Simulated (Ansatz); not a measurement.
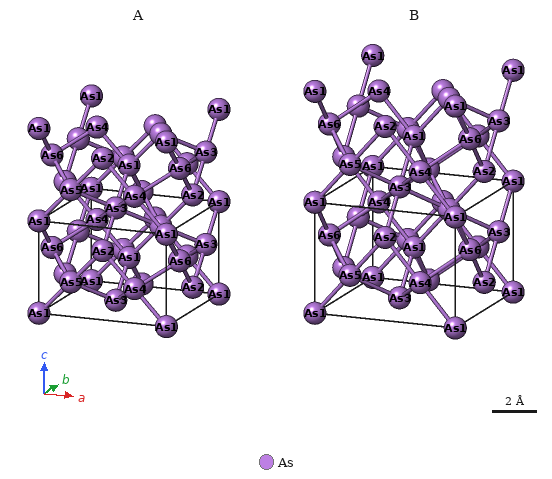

Two geometries of solid As (a generated structure, set up in I4_1/amd) (coarse preliminary run), drawn at one scale. One is the start of a relaxation, the other its converged end. A ball-and-stick model of the conventional cell (2 times the calculation's cell), repeated 1 × 1 × 2 with one cell outlined, seen slightly off an axis. Lengths and directions refer to the drawn axes.

All numbers below come from DFT PBE, scalar-relativistic, plane waves, PAW in Ansatz. Settings: plane-wave cutoff 420 eV; k-point mesh 6 × 6 × 6; occupations gaussian; smearing width 0.1 eV; no spin polarisation; cell and atoms relaxed; force threshold 0.04 eV/Å; at most 70 steps.

### Which geometry has the lower energy?

Structure B is the relaxed one. After 8 accepted moves (10 points after the start) the energy has fallen by 1036 meV per atom. All forces vanish by symmetry, so only the cell relaxes. Pressure: 65.47 GPa at the start and 0.00 GPa at the end. The SCF was repeated twice at an unchanged geometry on a basis and grid sized afresh for the cell, which shifted the energy by 16.8 meV per atom at most. No atom moves by more than 0.005 Å relative to the cell. The drawn cell changes as follows: a = b 6.312 → 6.949 Å (+10.1 %), c 4.371 → 5.250 Å (+20.1 %); the volume changes by +45.6 %. Near-neighbour distances that change, for instance: As1–As3 3.155 → 3.713 Å, As1–As3 (another image) 2.275 → 2.626 Å, As3–As6 3.156 → 3.475 Å, As3–As4 2.485 → 2.786 Å. Bond angles that change, for instance: As3–As2–As6 87.8° → 82.9°, As1–As5–As3 82.9° → 86.6°, As1–As5–As3 97.1° → 93.4°. The space group stays I4_1/amd (No. 141). The run took 97 s on 1 thread of Intel(R) Xeon(R) Platinum 8488C (Sapphire Rapids), on a shared host, peak memory 0.54 GiB.
